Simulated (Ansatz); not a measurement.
MoS$_{2}$

Input

```
crystal:
  lattice:
    - [3.226448123, 0.0, 0.0]
    - [-1.6132240615, 2.7941860385, 0.0]
    - [0.0, 0.0, 21.9557060374]
  atoms:
    - { symbol: Mo, position: [0.3333333333, 0.6666666667, 0.85116023] }
    - { symbol: Mo, position: [0.6666666667, 0.3333333333, 0.14883977] }
    - { symbol: S, position: [0.6666666667, 0.3333333333, 0.77962539] }
    - { symbol: S, position: [0.3333333333, 0.6666666667, 0.077251] }
    - { symbol: S, position: [0.6666666667, 0.3333333333, 0.922749] }
    - { symbol: S, position: [0.3333333333, 0.6666666667, 0.22037461] }
hamiltonian:
  xc: { exchange: rpw86, correlation: pbe }
  pseudopotentials: { kind: paw }
  dispersion: rvv10
kpoints:
  mp_grid: { grid: [10, 10, 2] }
scf:
  occupations: { method: fermi_dirac, width: 0.05 }
output:
  forces: true
  stress: true
  eigenvalues: true
  write_density: true
  write_potential: true
  elf: true
  volumetric_format: npy
```

Command:

```sh
ansatz run input.yaml --threads 2 --pin off --max-ram 5120MiB --backend cpu --events-out ev --progress --plain --runs-dir out
```

Below, planes, directions and counts refer to the conventional cell (a = 3.23 Å, b = 3.23 Å, c = 21.96 Å, α = 90.00°, β = 90.00°, γ = 120.00°).

Space group P-3m1; a structure from a database of computed crystals, not necessarily the ambient phase.

All numbers below come from Kohn-Sham DFT of a periodic cell, rPW86-PBE with rVV10, Ansatz PAW (Ansatz).

### What will maps of the valence pseudo-density and electron localisation function show?

Mo–S (2.44 Å): ρ at the midpoint is about 0.57 e/Å³; the ELF peaks at about 0.85 in the valence shell of S, 0.8 Å from its nucleus, and is about 0.45 at the midpoint.

### Metal or insulator at this level of theory?

It is gapped, with a Kohn–Sham gap of 1.3 eV on the k-point mesh (the band edges may lie off the mesh, which would make the gap smaller).

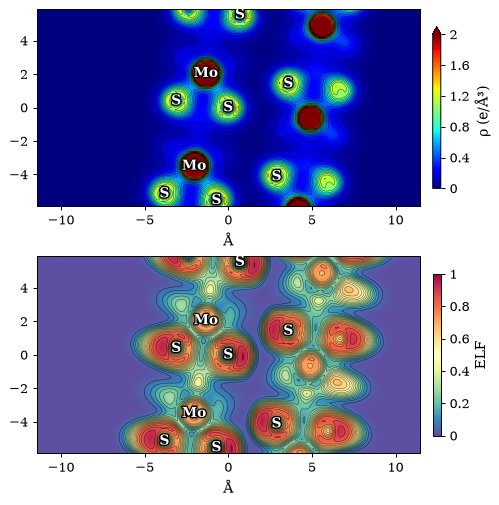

Computed valence pseudo-density and electron localisation function on the (111) plane of the conventional cell, in this order. Atoms just off the plane (Mo, 0.4 Å away and S, 0.5 Å away) can leave unmarked features too.
